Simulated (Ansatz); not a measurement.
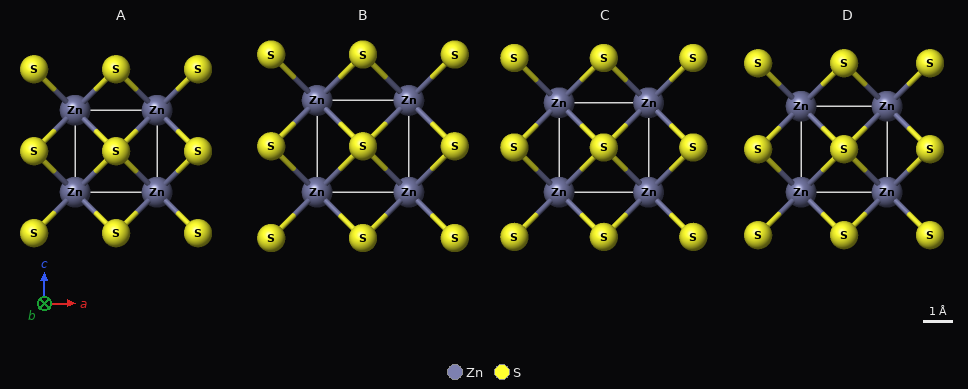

4 geometries from one relaxation of a crystal of ZnS (built on the CsCl type), in shuffled order. The picture is a ball-and-stick view of the cell of the calculation, seen along the b axis.

Method: DFT, PBE, plane waves, PAW (Ansatz 0.2.0). Set-up: plane-wave cutoff 420 eV; k-point mesh 8 × 8 × 8; occupations fermi dirac; smearing width 0.02 eV; no spin polarisation; cell and atoms relaxed; force threshold 0.005 eV/Å.

### Order the frames from highest to lowest energy.

A, D, C, B. They are steps 0, 1, 2, 8, at +1.159 eV per cell of the calculation, +0.347 eV per cell of the calculation, +57.2 meV per cell of the calculation relative to the last. Over 6 accepted moves (8 points after the start) the energy falls by 1.159 eV per cell of the calculation. All forces vanish by symmetry, so only the cell relaxes. The pressure goes from 53.62 to 0.00 GPa. The SCF was repeated twice at an unchanged geometry on a basis and grid sized afresh for the cell, which shifted the energy by 16.0 meV per cell of the calculation at most. No atom moves by more than 0.005 Å relative to the cell. The drawn cell changes as follows: a = b = c 2.853 → 3.194 Å (+12.0 %); the volume changes by +40.3 %. Some distances before and after: S–S 2.853 → 3.194 Å, S–Zn 2.471 → 2.766 Å. The space group stays Pm-3m (No. 221).
